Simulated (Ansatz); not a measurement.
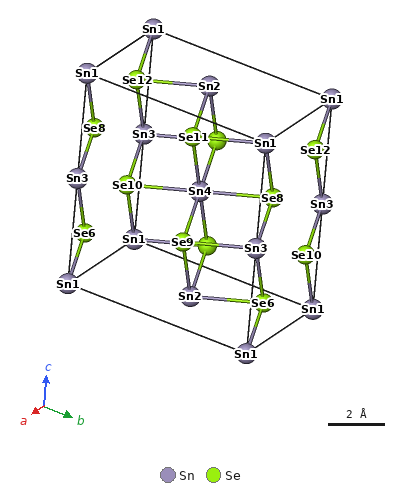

Figure 1. The input geometry (ball-and-stick view of the cell of the calculation, seen slightly off an axis; atoms are numbered from 1 in the order of the input). An atom can appear more than once, as a periodic image. Near neighbours in the periodic cell (some may lie outside the picture): Sn has 6 Se at 2.73 Å; Se has 3 Sn at 2.73 Å.

**Single-point calculation of SnSe$_{2}$**

SnSe$_{2}$ (P-3m1, 12 atoms in the cell), computed with DFT PBE+D3(BJ), scalar-relativistic, plane waves, PAW, no spin polarisation (Ansatz 0.2.0).

The structure derives from an entry of the Crystallography Open Database. It belongs to a series of runs on one base structure; here: the relaxed cell repeated 4 times. Figures and captions count atoms from 1; the log counts them from 0 in places.

Output:
```
Engine: ansatz 0.2.0, aarch64-unknown-linux-gnu
Pseudopotentials: kind: paw
Pseudopotential: Sn, paw, valence charge 14, recommended cutoff 420 eV (normal), Sn.paw.azcp
Pseudopotential: Se, paw, valence charge 16, recommended cutoff 420 eV (normal), Se.paw.azcp
Functional definition: PBE
  parameter kappa = 0.804
  parameter beta = 0.06672455060314922
  exchange = pbe_x(kappa = kappa, mu = beta*pi^2/3)
  correlation = pbe_c(beta = beta)
Crystal: 12 atoms, lattice volume = 306.924 Å³
Basis set: ecut = 420 eV, 5967 PW (Γ), exchange–correlation on 96×96×108 points (8 copies of the dense FFT grid, shifted against one another)
Bands: 111, of which v1, the nominal top of the filled ones, is band 92 counted from 1 (91 counted from 0)
Symmetry: 16 space group operations
Space group: P-3m1 (ITA 164), of the structure as read, at distance tolerance 6.7e-5 Å
k-points: 24 of 64
Non-local potential: Sn, projectors of the file, l = 0: 2, l = 1: 2, l = 2: 2, l = 3: 2
Non-local potential: Se, projectors of the file, l = 0: 2, l = 1: 2, l = 2: 3, l = 3: 1
PAW form: soft (Blöchl's): semilocal exchange-correlation on the pseudo side does not see the compensation charge
PAW one-centre angular grid: Sn, 590 points (default); XC on 64 Gauss nodes
PAW one-centre angular grid: Se, 590 points (default); XC on 64 Gauss nodes
Initial density: superposition of atomic densities (neutral atoms: chi_scale 0, normalization atom), corrected by the library's trained network
Initial wavefunctions: pseudopotential atomic-orbital guess
Functional: x = pbe(κ = 0.804, μ = 0.2195149727645171), c = pbe(β = 0.06672455060314922)
SCF iter   1: F=—  HF=-67857.686998 eV  |F-HF|=—  |Δ(HF+E_count)|=         —  Δρ=1.67e-3  dr2=1.05e-2  ethr=1.77e-3  ⟨swp⟩=6.0  Hψ=9835  notcnv=0  defer=23
preconditioner: auto → Resta (q_TF=auto, 2.505 Å⁻¹)  ε∞=2.9  [insulator: Δε(μ)=0.511 eV  Ē_g=15.882 eV  σ=0.030 eV  W_gap=1.00  n_scr=74 (ndim 8)  ℏωp=21.6 eV  f_vac=0.045  D(μ)=0.00/eV (n_scr^D=0)  ε∞_Penn≈2.9]
SCF iter   2: F=—  HF=-67857.682705 eV  |F-HF|=—  |Δ(HF+E_count)|=   4.29e-3  Δρ=7.64e-4  dr2=1.36e-3  ethr=5.71e-6  ⟨swp⟩=2.0  Hψ=5354  notcnv=0  defer=297
SCF iter   3: F=—  HF=-67857.683155 eV  |F-HF|=—  |Δ(HF+E_count)|=   4.50e-4  Δρ=3.26e-4  dr2=2.12e-4  ethr=7.38e-7  ⟨swp⟩=2.0  Hψ=4512  notcnv=0  defer=297
SCF iter   4: F=—  HF=-67857.683263 eV  |F-HF|=—  |Δ(HF+E_count)|=   1.08e-4  Δρ=1.09e-4  dr2=2.70e-5  ethr=1.15e-7  ⟨swp⟩=3.0  Hψ=4093  notcnv=0  defer=297
SCF iter   5: F=—  HF=-67857.683166 eV  |F-HF|=—  |Δ(HF+E_count)|=   9.74e-5  Δρ=2.11e-5  dr2=1.69e-6  ethr=1.47e-8  ⟨swp⟩=2.0  Hψ=3073  notcnv=0  defer=297
SCF iter   6: F=—  HF=-67857.683168 eV  |F-HF|=—  |Δ(HF+E_count)|=   2.04e-6  Δρ=6.72e-6  dr2=1.86e-7  ethr=9.21e-10  ⟨swp⟩=2.0  Hψ=3553  notcnv=0  defer=297
SCF iter   7: F=-67857.683168 eV  HF=-67857.683168 eV  |F-HF|=2.77e-8  |Δ(HF+E_count)|=   3.27e-7  Δρ=2.21e-6  dr2=1.50e-8  ethr=5.43e-11  ⟨swp⟩=14.3  Hψ=20452  notcnv=0
SCF 1 converged in 7 iterations: F = -67857.683168 eV  dr2 = 1.50e-8
  greatest PAW one-centre occupation: 1.000 electrons in one spin orbital (limit 2), on the Se atom at site 7 (counted from 0), in its partial waves of l = 2
```

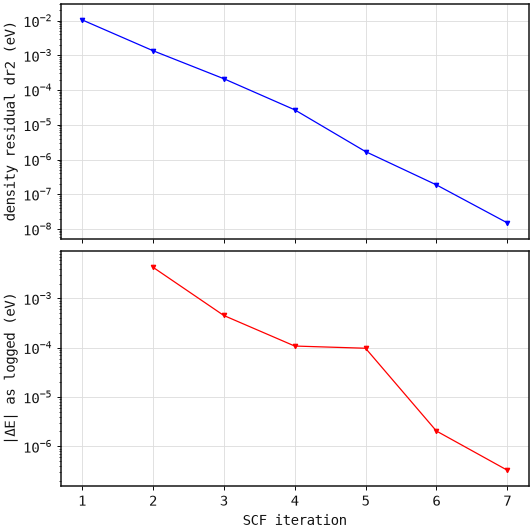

Figure 2. Convergence of the self-consistent field: density residual dr2 and size of the energy change against the SCF iteration. The residual falls at every step.

```
SCF converged after 7 iterations
Free energy (F): -67857.683168 eV
Harris-Foulkes:  -67857.683168 eV  (|F-HF|=2.77e-8)
Internal energy: -67857.683168 eV  (E = F + TS)
E sigma→0 (E₀):  -67857.683168 eV
Fermi energy:    8.608048 eV
--- Per-component energies (eV) ---
  E_band       = -3407.624581
  E_kinetic    = 1697.704169
  E_local      = -23446.537255  (includes V_loc(G=0)·N_el)
  E_nonlocal   = -4889.403817
  E_hartree    = 12047.106505
  E_xc         = -2358.879952
  E_vxc        = -1164.674954  (∫ρ·V_xc dr)
  E_paw        = -31854.438109  (= ΣΔE_a)
  E_vpaw       = 301.080303  (= ΣTr[D̂ρ^β])
  E_aug_tail   = -0.004813  (compensation charges beyond the density's cutoff)
  E_ewald      = -19048.861726
  E_disp       = -4.368169  (pairwise vdW)
  E_smearing   = -0.000000  (= −TS)
  E_closure    = -0.000000  (closes the sum)
  Σ components = -67857.683168   (vs F -67857.683168, Δ=0.00e0)
--- Forces (eV/Å), atoms counted from 1 ---
  atom   1  Sn     0.00000000    -0.00000000     0.00000000
  atom   2  Sn     0.00000000    -0.00000000     0.00000000
  atom   3  Sn     0.00000000    -0.00000000     0.00000000
  atom   4  Sn    -0.00000000    -0.00000000     0.00000000
  atom   5  Se    -0.00053760    -0.00031038    -0.00321874
  atom   6  Se    -0.00053760    -0.00031038    -0.00321874
  atom   7  Se    -0.00053760    -0.00031038    -0.00321874
  atom   8  Se    -0.00053760    -0.00031038    -0.00321874
  atom   9  Se     0.00053760     0.00031038     0.00321874
  atom  10  Se     0.00053760     0.00031038     0.00321874
  atom  11  Se     0.00053760     0.00031038     0.00321874
  atom  12  Se     0.00053760     0.00031038     0.00321874
  max |Σ_I F_I| component: 1.73e-18 eV/Å
--- Stress (GPa, compression-positive) ---
        0.019163       0.002578       0.000374
        0.002578       0.016186       0.000216
        0.000374       0.000216      -0.013832
  P = ⅓ Tr σ = 0.0072 GPa (0.072 kbar)
--- Band table (eV; the first three rows and the last of 24) ---
  k-point 0: bands = ["-38.6003", "-38.6003", "-38.6003", "-38.6002", "-38.6002", "-38.6002", "-38.6002", "-38.6002", "-38.6002", "-38.6001", "-38.5998", "-38.5998", "-38.5998", "-38.5997", "-38.5996", "-38.5996", "-38.5807", "-38.5806", "-38.5806", "-38.5805", "-38.5805", "-38.5805", "-38.5804", "-38.5804", "-38.5802", "-38.5802", "-38.5802", "-38.5801", "-38.5801", "-38.5799", "-38.5798", "-38.5797", "-38.5724", "-38.5723", "-38.5721", "-38.5721", "-38.5721", "-38.5721", "-38.5721", "-38.5721", "-13.0516", "-13.0516", "-13.0513", "-13.0038", "-13.0038", "-12.9827", "-12.9827", "-12.9826", "-12.9814", "-12.9814", "-12.9813", "-12.9706", "-12.9591", "-12.9591", "-12.9406", "-12.9406", "-12.9406", "-12.9386", "-12.9385", "-12.9385", "-5.5459", "-4.0051", "-3.8477", "-3.8477", "-3.8474", "-3.6107", "-3.6107", "-3.4807", "1.0379", "1.0379", "1.2158", "1.9007", "3.3763", "3.3763", "4.0375", "5.1534", "5.7295", "6.0163", "6.0163", "6.3332", "6.3332", "6.7140", "7.2899", "7.2899", "7.4037", "7.4037", "7.6738", "7.6740", "7.8397", "7.8399", "8.0132", "8.2688", "8.9998", "8.9998", "9.0995", "9.5031", "11.3172", "11.8965", "12.2945", "12.2945", "12.8804", "12.8805", "12.9205", "12.9205", "13.2897", "13.4047", "14.1285", "14.1285", "14.3567", "14.3567", "15.2181"]
  k-point 1: bands = ["-38.6003", "-38.6003", "-38.6002", "-38.6002", "-38.6002", "-38.6002", "-38.6001", "-38.6001", "-38.6001", "-38.6001", "-38.5998", "-38.5998", "-38.5998", "-38.5997", "-38.5997", "-38.5997", "-38.5807", "-38.5806", "-38.5806", "-38.5805", "-38.5805", "-38.5805", "-38.5804", "-38.5804", "-38.5802", "-38.5802", "-38.5802", "-38.5801", "-38.5801", "-38.5800", "-38.5798", "-38.5797", "-38.5724", "-38.5722", "-38.5722", "-38.5721", "-38.5721", "-38.5721", "-38.5721", "-38.5721", "-13.0437", "-13.0434", "-13.0434", "-13.0096", "-12.9984", "-12.9892", "-12.9892", "-12.9832", "-12.9787", "-12.9769", "-12.9769", "-12.9670", "-12.9626", "-12.9588", "-12.9466", "-12.9466", "-12.9458", "-12.9434", "-12.9389", "-12.9389", "-5.3980", "-4.3954", "-3.8836", "-3.8836", "-3.7583", "-3.5853", "-3.5853", "-3.4204", "1.1621", "1.1621", "1.5246", "1.9561", "3.6068", "3.6068", "4.1876", "5.1586", "5.2212", "5.2212", "5.8136", "5.8136", "5.9018", "6.2068", "7.0762", "7.0848", "7.2643", "7.5820", "7.5820", "7.6815", "7.6815", "8.0661", "8.1393", "8.3615", "9.5758", "9.5758", "9.6537", "10.1613", "11.9281", "12.0122", "12.5286", "12.5286", "12.5749", "13.0977", "13.3473", "13.4580", "13.4580", "13.6499", "13.6609", "13.6609", "14.7281", "14.7281", "14.8509"]
  k-point 2: bands = ["-38.6003", "-38.6003", "-38.6002", "-38.6002", "-38.6001", "-38.6001", "-38.6001", "-38.6001", "-38.6000", "-38.6000", "-38.5999", "-38.5999", "-38.5998", "-38.5998", "-38.5998", "-38.5998", "-38.5806", "-38.5806", "-38.5805", "-38.5805", "-38.5805", "-38.5805", "-38.5804", "-38.5804", "-38.5802", "-38.5802", "-38.5801", "-38.5801", "-38.5801", "-38.5801", "-38.5797", "-38.5797", "-38.5723", "-38.5723", "-38.5722", "-38.5722", "-38.5721", "-38.5721", "-38.5721", "-38.5721", "-13.0319", "-13.0319", "-13.0258", "-13.0258", "-12.9990", "-12.9990", "-12.9881", "-12.9881", "-12.9719", "-12.9719", "-12.9691", "-12.9691", "-12.9563", "-12.9563", "-12.9550", "-12.9550", "-12.9548", "-12.9548", "-12.9390", "-12.9390", "-4.9792", "-4.9792", "-3.9137", "-3.9137", "-3.5658", "-3.5658", "-3.5529", "-3.5529", "1.3044", "1.3044", "1.9481", "1.9481", "4.0009", "4.0009", "4.5732", "4.5732", "4.7404", "4.7404", "5.3130", "5.3130", "5.8932", "5.8932", "6.3873", "6.3873", "7.6939", "7.6939", "7.7723", "7.7723", "8.0422", "8.0422", "8.1677", "8.1677", "10.1688", "10.1688", "10.3462", "10.3462", "12.0655", "12.0655", "12.5801", "12.5801", "13.2344", "13.2344", "13.3687", "13.3687", "13.6998", "13.6998", "14.0272", "14.0272", "14.6181", "14.6181", "15.6637"]
  k-point 23: bands = ["-38.6002", "-38.6002", "-38.6002", "-38.6002", "-38.6001", "-38.6001", "-38.6000", "-38.6000", "-38.6000", "-38.6000", "-38.5999", "-38.5999", "-38.5998", "-38.5998", "-38.5998", "-38.5998", "-38.5808", "-38.5808", "-38.5805", "-38.5805", "-38.5804", "-38.5804", "-38.5803", "-38.5803", "-38.5802", "-38.5802", "-38.5802", "-38.5802", "-38.5800", "-38.5800", "-38.5798", "-38.5798", "-38.5722", "-38.5722", "-38.5722", "-38.5722", "-38.5721", "-38.5721", "-38.5721", "-38.5721", "-13.0317", "-13.0317", "-13.0260", "-13.0260", "-12.9989", "-12.9989", "-12.9881", "-12.9881", "-12.9719", "-12.9719", "-12.9690", "-12.9690", "-12.9563", "-12.9563", "-12.9551", "-12.9551", "-12.9546", "-12.9546", "-12.9391", "-12.9391", "-4.7060", "-4.7060", "-4.0910", "-4.0910", "-3.9776", "-3.9776", "-3.3815", "-3.3815", "1.2855", "1.2855", "2.2478", "2.2478", "4.4365", "4.4365", "4.7718", "4.7718", "4.9952", "4.9952", "5.9379", "5.9379", "6.2346", "6.2346", "6.4164", "6.4164", "6.6389", "6.6389", "6.8683", "6.8683", "7.2365", "7.2365", "7.7250", "7.7250", "9.5174", "9.5174", "9.7020", "9.7020", "12.7433", "12.7433", "13.7498", "13.7498", "13.9284", "13.9284", "14.0390", "14.0390", "14.1898", "14.1898", "14.5263", "14.5263", "14.8367", "14.8367", "15.0302"]
```

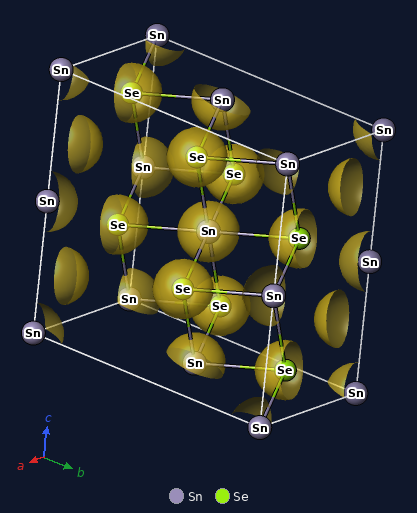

Figure 3. Isosurface of the valence charge density (pseudo) at 0.8 e/Å³ (yellow), seen slightly off an axis. Sticks mark near contacts. The outline is the calculation cell. At this value the density breaks into separate islands; it holds about 70 % of the electrons treated as valence (semicore included). It is pinched off along the Sn–Se (2.73 Å) contacts. On the grid the lowest density along these lines, outside the cores, is 0.37 e/Å³ (Sn–Se, 2.73 Å). The fields are those of the smooth PAW valence density.

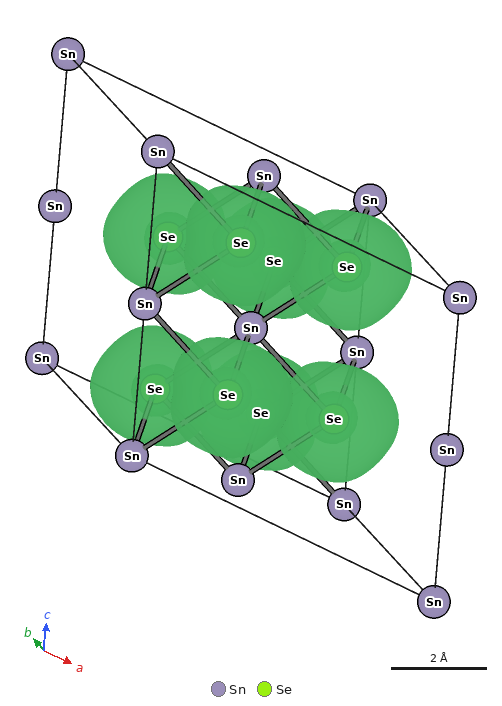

Figure 4. Isosurface of the ELF at 0.65 (green), seen slightly off an axis. Only the valence region is drawn (cores and ρ < 0.01 e/Å³ removed). Sticks mark near contacts. The outline is the calculation cell. Along the contacts the grid gives the following. Sn–Se (2.73 Å): the ELF is about 0.60 at the midpoint.

This output came from the following input.

The input:
```yaml
crystal:
  lattice:
    - [-1.9195242987, 3.3247136118, -6.0116310679]
    - [-1.9195242987, 3.3247136118, 6.0116310679]
    - [7.678097195, -1.0e-10, 0.0]
  atoms:
    - { symbol: Sn, position: [0.0, 0.0, 0.0] }
    - { symbol: Sn, position: [0.5, 0.5, 0.0] }
    - { symbol: Sn, position: [0.0, 0.0, 0.5] }
    - { symbol: Sn, position: [0.5, 0.5, 0.5] }
    - { symbol: Se, position: [0.2007568344, 0.4659098322, 0.1666666667] }
    - { symbol: Se, position: [0.7007568344, 0.9659098322, 0.1666666667] }
    - { symbol: Se, position: [0.2007568344, 0.4659098322, 0.6666666667] }
    - { symbol: Se, position: [0.7007568344, 0.9659098322, 0.6666666667] }
    - { symbol: Se, position: [0.7992431656, 0.5340901678, 0.3333333333] }
    - { symbol: Se, position: [0.2992431656, 0.0340901678, 0.3333333333] }
    - { symbol: Se, position: [0.7992431656, 0.5340901678, 0.8333333333] }
    - { symbol: Se, position: [0.2992431656, 0.0340901678, 0.8333333333] }
basis:
  ecutwfc: 420
kpoints:
  mp_grid: { grid: [4, 4, 4] }
hamiltonian:
  xc: pbe
  dispersion: d3bj
scf:
  occupations: { method: gaussian, width: 0.03 }
output:
  forces: true
  stress: true
  eigenvalues: true
  write_density: true
  write_potential: true
  elf: true
  volumetric_format: npy
```

Launch command:
```bash
ansatz run input.yaml --threads 2 --pin off --max-ram 5120MiB --backend cpu --events-out ev --progress --plain --runs-dir out
```

Key numbers:

```json
{"quantity": "outcome", "value": "converged"}
{"quantity": "space group (tolerance 0.01 Å)", "value": "P-3m1 (164)"}
{"quantity": "electrons treated", "value": "184"}
{"quantity": "free energy", "value": "−67857.6832 eV"}
{"quantity": "Fermi energy", "value": "8.608 eV"}
{"quantity": "gap on the k-point mesh", "value": "0.49 eV"}
{"quantity": "pressure", "value": "0.01 GPa"}
{"quantity": "largest force (length of the vector)", "value": "0.003 eV/Å"}
{"quantity": "hardware", "value": "2 threads of Arm Neoverse V2, 24 GiB of memory available, shared host"}
{"quantity": "wall time", "value": "32 s (CPU time 63 s)"}
{"quantity": "peak memory", "value": "1 GiB"}
```
